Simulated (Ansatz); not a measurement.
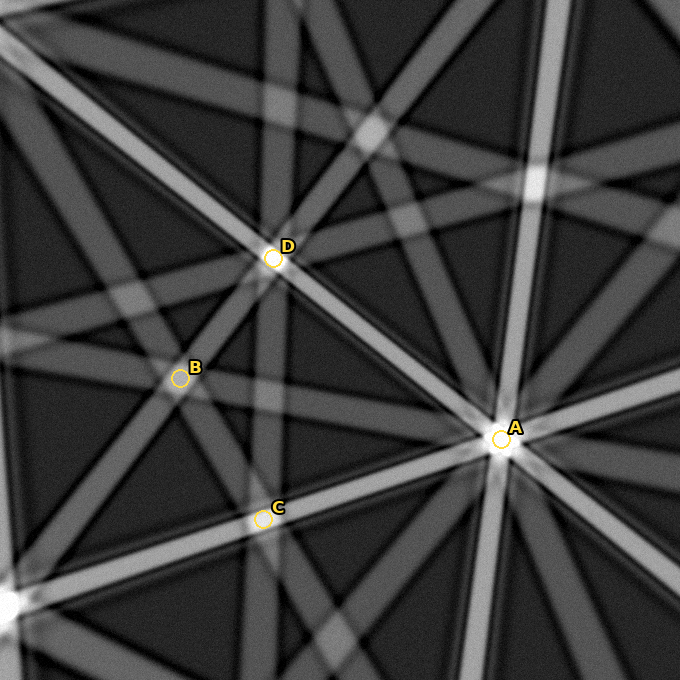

Simulated Kikuchi (electron backscatter) pattern at 30 kV: kinematic bands of width 2θ(Bragg) in gnomonic projection, seen from the camera side; the frame spans ±37° from its centre. Crystal: Cr, space group Im-3m (No. 229), a = 2.88 Å. Structure: the input geometry of an electronic-structure calculation (not necessarily at equilibrium).

Pole A is [11-1] and pole B is [210].

Index the poles C and D.

Answer. C is [31-1], 29.5° from A and 19.3° from B. D is [110], 35.3° from A and 18.4° from B.

Which band joins A and C, and how wide is it?

Answer. It comes from the planes common to both zones. The strongest order is 0 1 1 with d = 2.036 Å, so the band is 2θ = 2.0° wide (λ = 0.0698 Å). Other orders of the same planes (0 2 2) lie on the same centre line with other widths.
